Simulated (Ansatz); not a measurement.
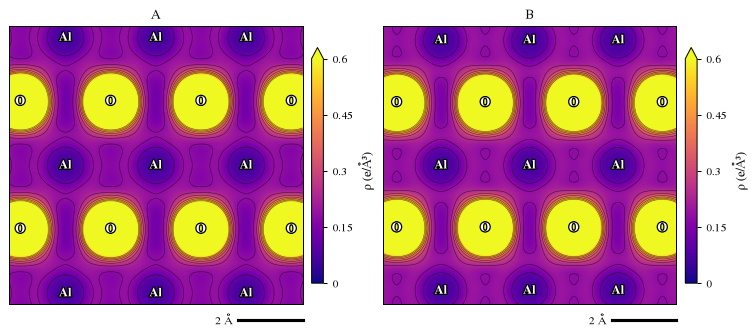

AlO. The valence electron density of two cells that differ in size, on the (011̄) plane of each (indices in the axes of the calculation cell), at one length scale and on one colour scale; one has 10.2 and the other 10.8 Å³ an atom.

Space group Pm-3m; a generated structure, not necessarily the stable one.

Theory: Ansatz 0.2.0, Kohn-Sham DFT of a periodic cell, PBE, Ansatz PAW.

The density is the valence pseudo-density of a PAW calculation; it isn't the true density close to the nuclei.

Q: Which panel shows the smaller cell, and what does the compression change?

A: Panel B is the smaller cell, by 6 % in volume. From the larger cell to the smaller, Al–O goes from 2.41 to 2.37 Å, and the density at its midpoint from 0.24 to 0.27 e/Å³; the pressure goes from −2.5 to 6 GPa.
